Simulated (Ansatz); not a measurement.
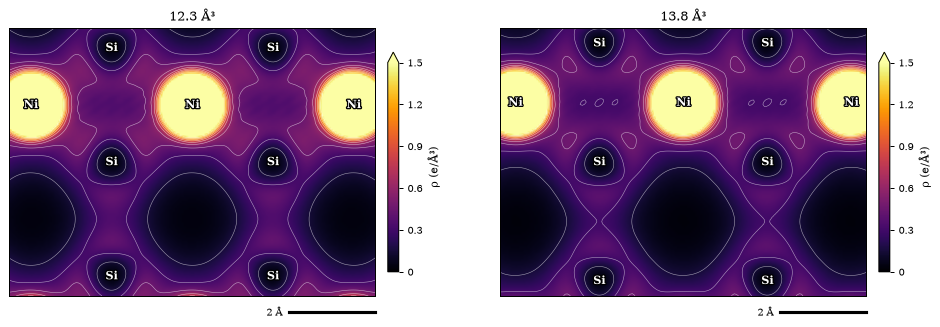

Si$_{2}$Ni. The valence pseudo-density of cells scaled evenly to different volumes (given per atom above each panel), on the (11̄0) plane of each (indices in the axes of the cell below), at one length scale and on one colour scale.

Computed without spin polarisation.

The calculation used Ansatz 0.2.0, DFT PBEsol, scalar-relativistic, plane waves, PAW.

The largest cell:

```xyz
3
Lattice="0.0000 2.7485 2.7485 2.7485 0.0000 2.7485 2.7485 2.7485 0.0000" Properties=species:S:1:pos:R:3 pbc="T T T"
Si    1.3743    1.3743    1.3743
Si    4.1228    4.1228    4.1228
Ni    0.0000    0.0000    0.0000
```

| volume (Å³/atom) | Si–Ni contact in the plane (Å) | ρ at its midpoint (e/Å³) | pressure (GPa) | 
| --- | --- | --- | --- |
| 12.28 | 2.287 | 0.522 | 11.2 | 
| 13.06 | 2.335 | ? | ? | 
| 13.84 | 2.380 | 0.445 | −8.2 | 

What values belong in the row with question marks?

Over the known rows ln ρ falls by 1.72 per Å of Si–Ni distance (the line through the two), which gives 0.481 e/Å³ at 2.335 Å; the calculation gives 0.480 e/Å³. For the pressure, a straight line in volume between the neighbouring rows gives 1.5 GPa; the calculation gives 0.0, lower because pressure rises ever faster on compression.
